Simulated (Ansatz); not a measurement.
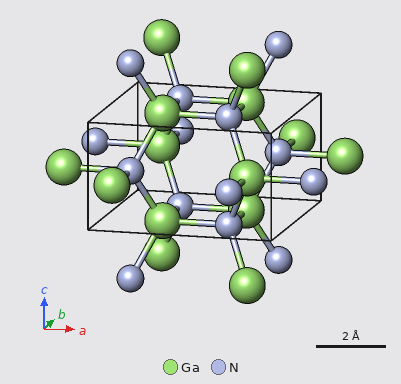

The crystal in a ball-and-stick representation, seen slightly off an axis. The simulation cell is outlined; an atom on or near a face, edge or corner is repeated at each equivalent position. Bonds that leave the box are completed with the atoms at their other ends.

Full input:
```yaml
crystal:
  lattice:
    - [5.5349385, 0.0, 0.0]
    - [0.0, 5.5349385, 0.0]
    - [0.0, 0.0, 3.2141443]
  atoms:
    - { symbol: Ga, position: [0.679402, 0.679402, 0.0] }
    - { symbol: Ga, position: [0.179402, 0.820598, 0.5] }
    - { symbol: Ga, position: [0.820598, 0.179402, 0.5] }
    - { symbol: Ga, position: [0.320598, 0.320598, 0.0] }
    - { symbol: "N", position: [0.817802, 0.817802, 0.5] }
    - { symbol: "N", position: [0.182198, 0.182198, 0.5] }
    - { symbol: "N", position: [0.682198, 0.317802, 0.0] }
    - { symbol: "N", position: [0.317802, 0.682198, 0.0] }
basis:
  ecutwfc: 420
kpoints:
  mp_grid: { grid: [6, 6, 8] }
  band_path:
    path:
      - [[0.0, 0.0, 0.0], [0.0, 0.5, 0.0], [0.5, 0.5, 0.0], [0.0, 0.0, 0.0], [0.0, 0.0, 0.5], [0.0, 0.5, 0.5], [0.5, 0.5, 0.5], [0.0, 0.0, 0.5]]
      - [[0.0, 0.5, 0.0], [0.0, 0.5, 0.5]]
      - [[0.5, 0.5, 0.0], [0.5, 0.5, 0.5]]
    npoints: 14
hamiltonian:
  xc: pbe
scf:
  occupations: { method: gaussian, width: 0.02 }
  n_extra_bands: 20
output:
  forces: true
  stress: true
  eigenvalues: true
  populations: true
  dos: { projected: true, de: 0.02, nscf_kmesh: { grid: [9, 9, 12] } }
  bader: true
  write_density: true
  write_potential: true
  elf: true
  volumetric_format: npy
```
Run as:
```sh
ansatz run input.yaml --threads 4 --pin off --max-ram 8192MiB --backend cpu --events-out ev --progress --plain --runs-dir out
```

All computed values are from DFT PBE, scalar-relativistic, plane waves, PAW in Ansatz 0.2.0. Settings: a kinetic-energy cutoff of 420 eV, 6×6×8 k-points, Gaussian smearing of 0.02 eV, no spin polarisation.

> Predict the Bader charges.

Ga +1.56 e; N -1.56 e. The transfer is large, as in an ionic solid.

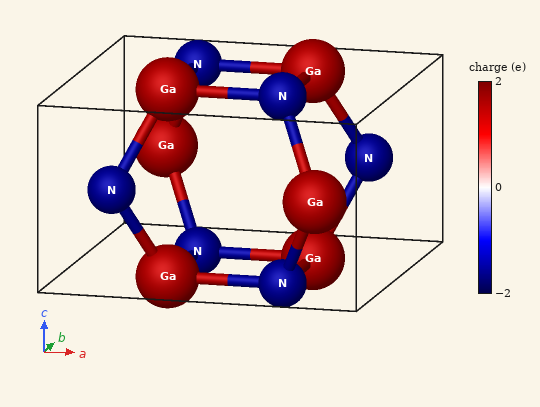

The atoms coloured by those charges.

It goes back to a structure type filled with these elements by a generator (whether the compound takes this form wasn't checked). Earlier steps of the study may have refined or changed the cell and positions. It went into a calculation with Ansatz.
